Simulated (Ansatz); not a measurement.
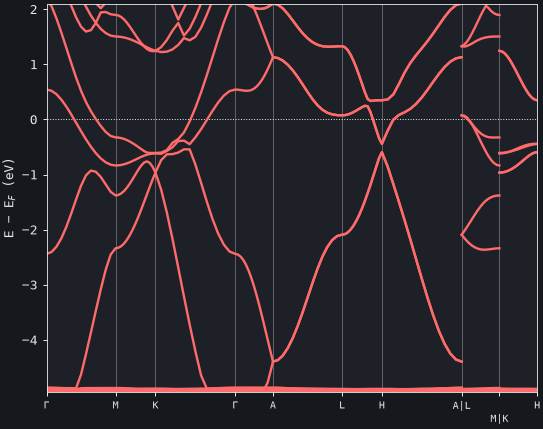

Band structure. Energies are counted from the Fermi level.

What lattice type does the k path imply?

Answer. A hexagonal (primitive) lattice: the path Γ–M–K–Γ–A–L–H–A|L–M|K–H runs through the special points of its Brillouin zone.

System: hcp Lu, space group P6_3/mmc, 2 atoms in the cell.

```cif
data_structure
_symmetry_space_group_name_H-M 'P6_3/mmc'
_symmetry_Int_Tables_number 194
_cell_length_a 3.5031
_cell_length_b 3.5031
_cell_length_c 5.5509
_cell_angle_alpha 90.000
_cell_angle_beta 90.000
_cell_angle_gamma 120.000
_cell_volume 58.99
loop_
_atom_site_label
_atom_site_type_symbol
_atom_site_symmetry_multiplicity
_atom_site_Wyckoff_symbol
_atom_site_fract_x
_atom_site_fract_y
_atom_site_fract_z
_atom_site_occupancy
Lu1 Lu 2 c 0.66667 0.33333 0.75000 1
```

Ansatz 0.2.0; PBEsol, Ansatz PAW, no spin polarisation, no spin-orbit coupling, 9×9×5 k mesh, 420 eV cutoff, Fermi-Dirac smearing of 0.05 eV.

Metal, semiconductor or insulator?

Answer. A metal: 2 bands cross the Fermi level along this path.

Spin-orbit coupling is left out, which matters for Lu. The PAW data sets were made with another functional. Semilocal functionals put the filled 4f levels of Lu too high. The cell is at −3 GPa in this functional.
